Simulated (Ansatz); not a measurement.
**Run report: C, single-point calculation**

System: C (P1, 8 atoms in the cell).
Method: DFT PBE, scalar-relativistic, plane waves, PAW, no spin polarisation (Ansatz 0.2.0).

The structure derives from an entry of the Crystallography Open Database. It belongs to a series of runs on one base structure; here: atom 1 (C) moved +0.113 A towards its neighbour atom 1 (C) at 2.518 A. Figures and captions count atoms from 1; the log counts them from 0 in places.

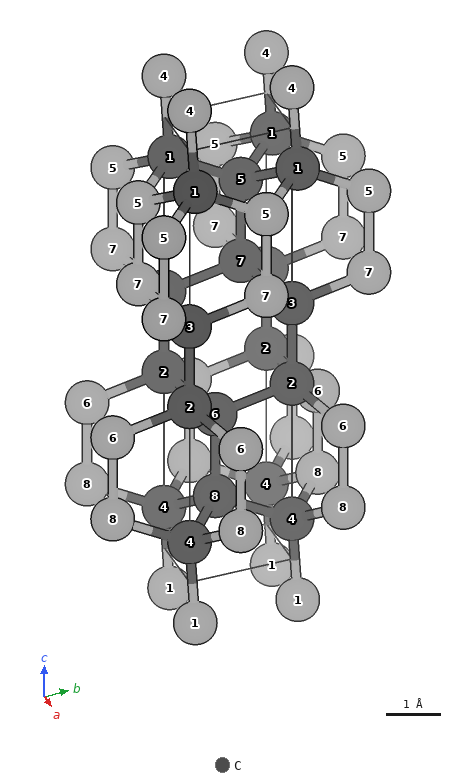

*The input geometry (ball-and-stick view of the cell of the calculation, set on other vectors, seen slightly off an axis; neighbours outside the cell are drawn fainter; atoms are numbered from 1 in the order of the input). An atom can appear more than once, as a periodic image.*

## Summary

| quantity | value |
| --- | --- |
| outcome | converged |
| space group (tolerance 0.01 Å) | P1 (1) |
| electrons treated | 32 |
| free energy | −2006.1536 eV |
| Fermi energy | 15.851 eV |
| gap on the k-point mesh | 3.74 eV |
| pressure | 1.16 GPa |
| largest force (length of the vector) | 4.253 eV/Å |
| hardware | 2 threads of Intel Xeon @ 2.50GHz (Skylake/Cascade Lake), 189 GiB of memory available, shared host |
| wall time | 34 s (CPU time 66 s) |
| peak memory | 0.59 GiB |

## The input
```yaml
crystal:
  lattice:
    - [2.5180184915, 0.0, 0.0]
    - [-1.2590092457, 2.1806679808, 0.0]
    - [0.0, 0.0, 8.3045881819]
  atoms:
    - { symbol: C, position: [-0.044677988, -0.044677988, 0.0929681641] }
    - { symbol: C, position: [0.0, 0.0, 0.5929681641] }
    - { symbol: C, position: [0.0, 0.0, 0.4070318359] }
    - { symbol: C, position: [0.0, 0.0, 0.9070318359] }
    - { symbol: C, position: [0.3333333333, 0.6666666667, 0.1555285626] }
    - { symbol: C, position: [0.6666666667, 0.3333333333, 0.6555285626] }
    - { symbol: C, position: [0.3333333333, 0.6666666667, 0.3444714374] }
    - { symbol: C, position: [0.6666666667, 0.3333333333, 0.8444714374] }
basis:
  ecutwfc: 420
kpoints:
  mp_grid: { grid: [12, 12, 4] }
hamiltonian:
  xc: pbe
scf:
  occupations: { method: gaussian, width: 0.05 }
output:
  forces: true
  stress: true
  eigenvalues: true
  write_density: true
  write_potential: true
  elf: true
  volumetric_format: npy
```

Launched with:
```bash
ansatz run input.yaml --threads 2 --pin off --max-ram 5120MiB --backend cpu --events-out ev --progress --plain --runs-dir out
```

## What the program printed
```
Engine: ansatz 0.2.0, x86_64-unknown-linux-gnu
Pseudopotentials: kind: paw
Pseudopotential: C, paw, valence charge 4, recommended cutoff 420 eV (normal), C.paw.azcp
Functional definition: PBE
  parameter kappa = 0.804
  parameter beta = 0.06672455060314922
  exchange = pbe_x(kappa = kappa, mu = beta*pi^2/3)
  correlation = pbe_c(beta = beta)
Crystal: 8 atoms, lattice volume = 45.600 Å³
Basis set: ecut = 420 eV, 909 PW (Γ), exchange–correlation on 36×36×120 points (8 copies of the dense FFT grid, shifted against one another)
Bands: 24, of which v1, the nominal top of the filled ones, is band 16 counted from 1 (15 counted from 0)
Symmetry: 1 space group operations
Space group: P1 (ITA 1), of the structure as read, at distance tolerance 3.6e-5 Å
k-points: 292 of 576 (time reversal used)
Non-local potential: C, projectors of the file, l = 0: 2, l = 1: 2, l = 2: 1
PAW form: soft (Blöchl's): semilocal exchange-correlation on the pseudo side does not see the compensation charge
PAW one-centre angular grid: C, 110 points (default); XC on 64 Gauss nodes
Initial density: superposition of atomic densities (neutral atoms: chi_scale 0, normalization atom), corrected by the library's trained network
Initial wavefunctions: pseudopotential atomic-orbital guess
Functional: x = pbe(κ = 0.804, μ = 0.2195149727645171), c = pbe(β = 0.06672455060314922)
SCF iter   1: F=—  HF=-2006.154105 eV  |F-HF|=—  |Δ(HF+E_count)|=         —  Δρ=3.16e-3  dr2=3.72e-3  ethr=1.77e-3  ⟨swp⟩=5.8  Hψ=33722  notcnv=0  defer=122
preconditioner: auto → none  [insulator: Δε(μ)=3.758 eV  Ē_g=16.919 eV  σ=0.050 eV  W_gap=1.00  n_scr=6 (ndim 8)  ℏωp=31.1 eV  f_vac=0.000  D(μ)=0.00/eV (n_scr^D=0)  ε∞_Penn≈4.4]
SCF iter   2: F=—  HF=-2006.153392 eV  |F-HF|=—  |Δ(HF+E_count)|=   7.13e-4  Δρ=1.37e-3  dr2=3.48e-4  ethr=1.16e-5  ⟨swp⟩=2.2  Hψ=13564  notcnv=0  defer=321
SCF iter   3: F=—  HF=-2006.153550 eV  |F-HF|=—  |Δ(HF+E_count)|=   1.58e-4  Δρ=4.95e-4  dr2=3.70e-5  ethr=1.09e-6  ⟨swp⟩=2.8  Hψ=10575  notcnv=0  defer=321
SCF iter   4: F=—  HF=-2006.153601 eV  |F-HF|=—  |Δ(HF+E_count)|=   5.09e-5  Δρ=9.71e-5  dr2=1.13e-6  ethr=1.15e-7  ⟨swp⟩=2.6  Hψ=10551  notcnv=0  defer=321
iter 5 did not close the SCF: its close was put off for the readings that it lacked (scf_convergence_deferred on its scf_iter line)
SCF iter   5: F=-2006.153603 eV  HF=-2006.153603 eV  |F-HF|=1.07e-8  |Δ(HF+E_count)|=   1.65e-6  Δρ=9.22e-6  dr2=3.89e-8  ethr=3.52e-9  ⟨swp⟩=2.3  Hψ=11129  notcnv=0  defer=321
SCF iter   6: F=-2006.153603 eV  HF=-2006.153603 eV  |F-HF|=4.85e-10  |Δ(HF+E_count)|=   8.80e-9  Δρ=2.32e-6  dr2=1.61e-9  ethr=1.22e-10  ⟨swp⟩=10.6  Hψ=43066  notcnv=0
SCF 1 converged in 6 iterations: F = -2006.153603 eV  dr2 = 1.61e-9
  greatest PAW one-centre occupation: 0.647 electrons in one spin orbital (limit 2), on the C atom at site 0 (counted from 0), in its partial waves of l = 0
```

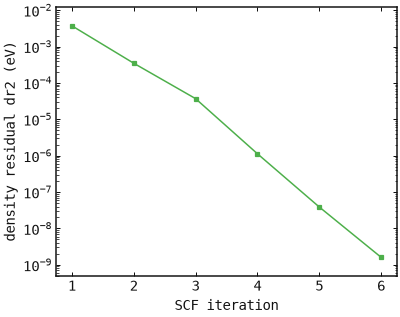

*Convergence of the self-consistent field: density residual dr2 against the SCF iteration.*

The residual falls at every step.

```
SCF converged after 6 iterations
Free energy (F): -2006.153603 eV
Harris-Foulkes:  -2006.153603 eV  (|F-HF|=4.85e-10)
Internal energy: -2006.153603 eV  (E = F + TS)
E sigma→0 (E₀):  -2006.153603 eV
Fermi energy:    15.850684 eV
--- Per-component energies (eV) ---
  E_band       = 136.694786
  E_kinetic    = 737.001851
  E_local      = -493.809270  (includes V_loc(G=0)·N_el)
  E_nonlocal   = 213.305607
  E_hartree    = 108.408716
  E_xc         = -389.443527
  E_vxc        = -483.457661  (∫ρ·V_xc dr)
  E_paw        = -793.665322  (= ΣΔE_a)
  E_vpaw       = -53.163200  (= ΣTr[D̂ρ^β])
  E_aug_tail   = 0.000069  (compensation charges beyond the density's cutoff)
  E_ewald      = -1387.951727
  E_smearing   = -0.000000  (= −TS)
  E_closure    = -0.000000  (closes the sum)
  Σ components = -2006.153603   (vs F -2006.153603, Δ=0.00e0)
--- Forces (eV/Å), atoms counted from 1 ---
  atom   1  C      2.56908034     3.36257844    -0.42115466
  atom   2  C      0.00104420     0.00003771     0.00082265
  atom   3  C     -0.00253639    -0.00431044    -0.00661241
  atom   4  C     -0.37110245    -0.58131041     0.03374769
  atom   5  C     -2.15536976    -2.66112029     0.41439652
  atom   6  C     -0.03869915    -0.06747877    -0.00661265
  atom   7  C      0.01171385     0.00177050    -0.00697193
  atom   8  C     -0.01413066    -0.05016674    -0.00761298
  max |Σ_I F_I| component: 2.22e-6 eV/Å
--- Stress (GPa, compression-positive) ---
        2.070442       0.938358      -1.192422
        0.938358       0.797355      -0.422138
       -1.192422      -0.422140       0.609440
  P = ⅓ Tr σ = 1.1591 GPa (11.591 kbar)
--- Band table (eV; the first three rows and the last of 292) ---
  k-point 0: bands = ["-8.2067", "-6.5704", "-6.4690", "-2.5722", "-0.1088", "6.5140", "6.6053", "9.9678", "10.5903", "11.0921", "11.5515", "11.5976", "12.1247", "12.9898", "13.2447", "13.9802", "18.0653", "18.7065", "18.9371", "19.8459", "20.6430", "20.8716", "21.0938", "21.4336"]
  k-point 1: bands = ["-8.1003", "-7.2544", "-5.5900", "-3.3090", "0.8060", "4.4763", "8.6681", "10.0114", "10.6438", "10.8782", "11.3239", "11.8891", "12.3519", "12.4768", "12.9809", "13.8049", "18.2294", "18.9817", "19.2835", "19.6588", "20.2600", "20.7091", "21.1048", "21.5685"]
  k-point 2: bands = ["-7.7847", "-7.7793", "-4.4998", "-4.4837", "2.5090", "2.5257", "9.9600", "10.6763", "10.7259", "10.7433", "10.8009", "11.1617", "12.2542", "12.6858", "12.7197", "13.5979", "18.4304", "19.3736", "19.4440", "19.7105", "20.0531", "20.1544", "21.1517", "21.6915"]
  k-point 291: bands = ["-2.5666", "-2.5276", "-1.1767", "-1.1501", "1.0973", "1.1468", "1.8678", "1.8727", "6.4394", "6.4892", "7.3714", "7.4500", "8.5525", "8.6396", "9.7037", "9.9551", "17.9437", "18.2981", "20.3046", "20.3370", "20.4914", "20.9140", "22.6558", "22.7582"]
```

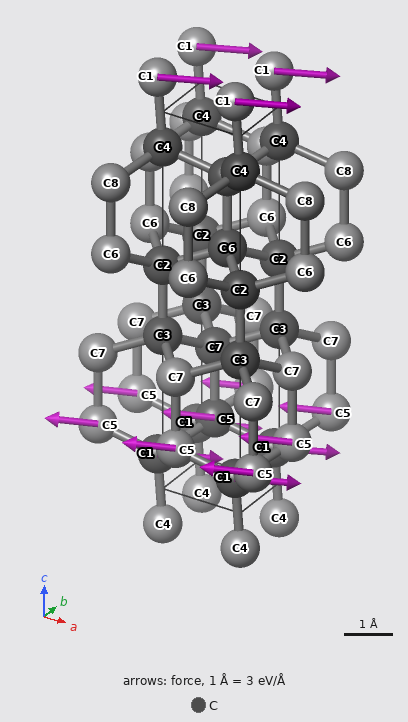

*Forces on the atoms as pink arrows (ball-and-stick view of the cell of the calculation, seen slightly off an axis; neighbours outside the cell are drawn fainter; atoms are numbered from 1 in the order of the input); the smallest are left out.*

The largest act on C1 (4.25 eV/Å); C5 (3.45 eV/Å). The geometry is not a stationary point of this energy.

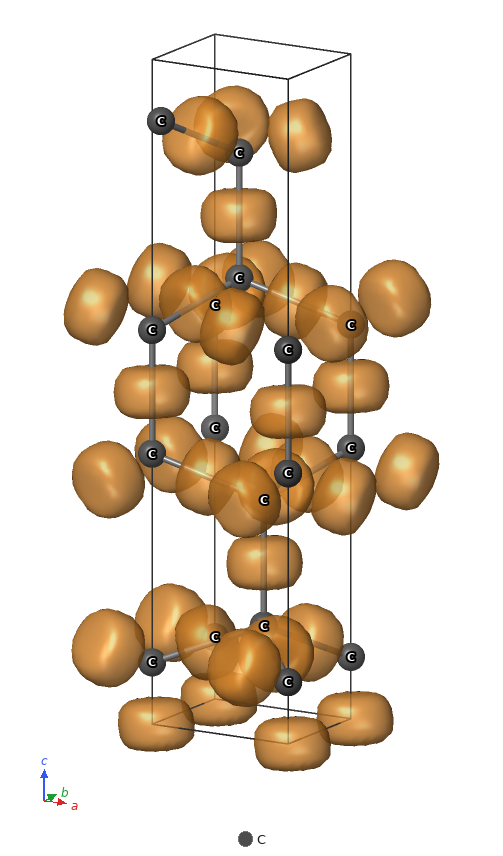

*Isosurface of the electron localisation function at 0.75 (orange), seen slightly off an axis. Core shells and regions of very low density are left out. Sticks mark near contacts. The outline is the cell set on symmetry axes.*

Profiles from the grid: C–C (1.45 Å): the ELF peaks at about 0.95 between the atoms (a covalent bond). The fields are those of the smooth PAW valence density.

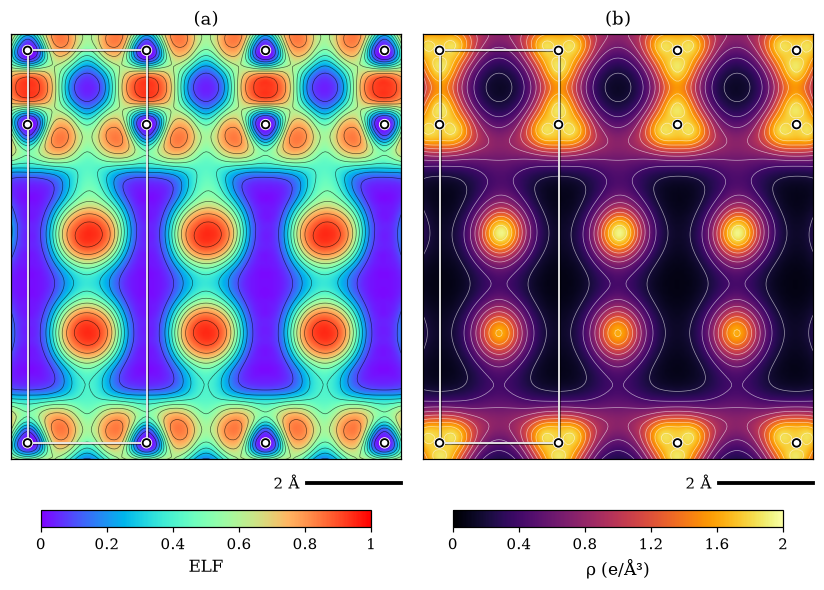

*(a) ELF; (b) valence electron density on the (010) plane of the conventional cell. Circles mark the nuclei in the plane (C).*

Away from the nuclei the density in this plane falls to 0.07 e/Å³ at its lowest.
